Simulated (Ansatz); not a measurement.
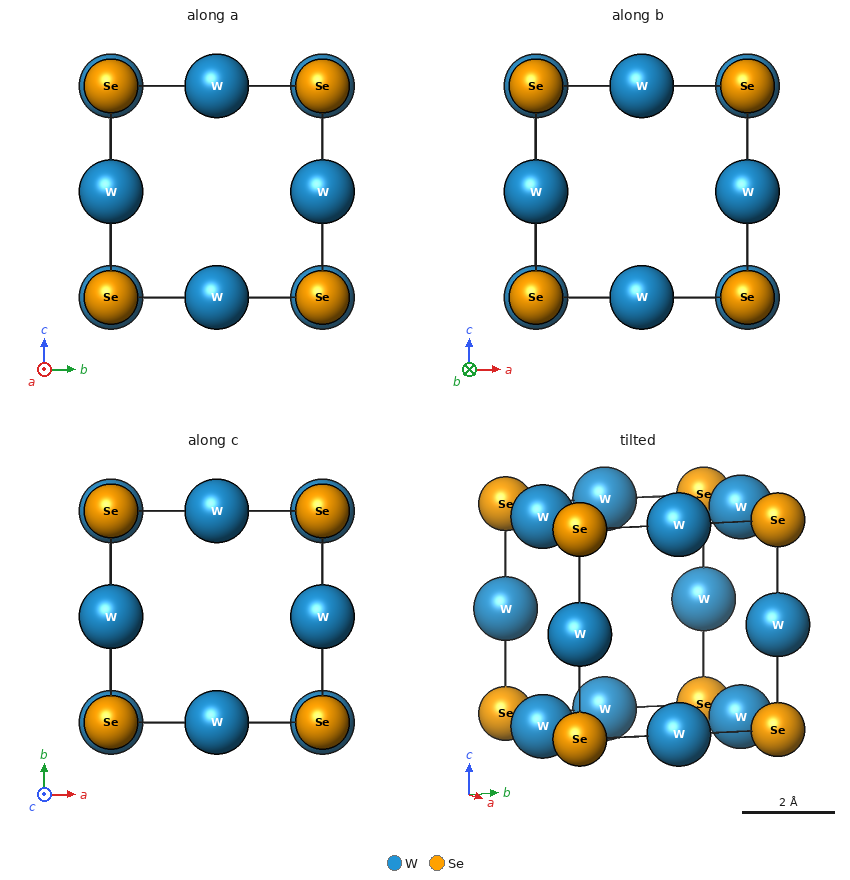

The crystal in a spheres-only representation, seen along the a axis, along the b axis, along the c axis and slightly off an axis. The parallelepiped is the conventional unit cell.

Lattice parameters: a = 4.624 Å, b = 4.624 Å, c = 4.624 Å, α = 90.00°, β = 90.00°, γ = 90.00°. Put a along x and b in the xy plane.

Question: Convert the drawing into a POSCAR file.

Answer:
```
W Se
1.0
     4.624    0.000    0.000
     0.000    4.624    0.000
     0.000    0.000    4.624
W Se
3 1
Direct
  0.5000 0.0000 0.0000
  0.0000 0.5000 0.0000
  0.0000 0.0000 0.5000
  0.0000 0.0000 0.0000
```

The structure was taken from a structure type filled with these elements by a generator (whether the compound takes this form wasn't checked). A relaxation with Ansatz 0.2.0, DFT PBE, scalar-relativistic, plane waves, PAW gave the geometry drawn.
